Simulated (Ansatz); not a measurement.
Se (P3_121, No. 152): coordinates from a relaxation at fixed volume with DFT PBE, spin-orbit coupling, plane waves, PAW (Ansatz).

```yaml
crystal:
  lattice:
    - [4.48787, 0.00000, 0.00000]
    - [-2.24393, 3.88661, 0.00000]
    - [0.00000, 0.00000, 5.05670]
  atoms:
    - { symbol: Se, position: [0.22073, 0.00000, 0.83333] }
    - { symbol: Se, position: [0.00000, 0.22073, 0.16667] }
    - { symbol: Se, position: [0.77927, 0.77927, 0.50000] }
```

Question: What will a HAADF-like image along [101] show? The image is simulated as a sum over atoms of Z^1.7, blurred by a 0.59 Å probe (no channelling). The display is stretched by a gamma of 0.65; percentages refer to the linear signal. Shot noise was added.

Answer: The columns repeat on an oblique net of 3.36 × 4.23 Å with an angle of 113° (plane group p1). All columns are alike (Se). The shortest distance between visible columns is 0.86 Å in projection. Along the beam the structure repeats every 6.76 Å.

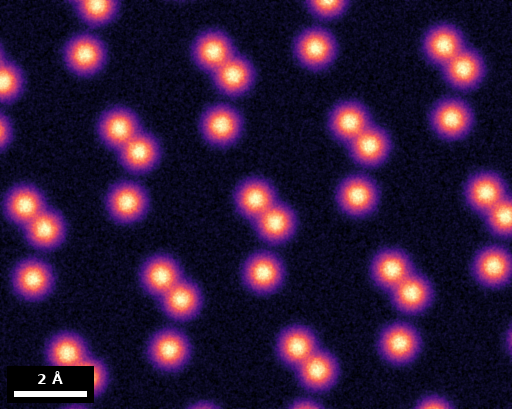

The simulated image.
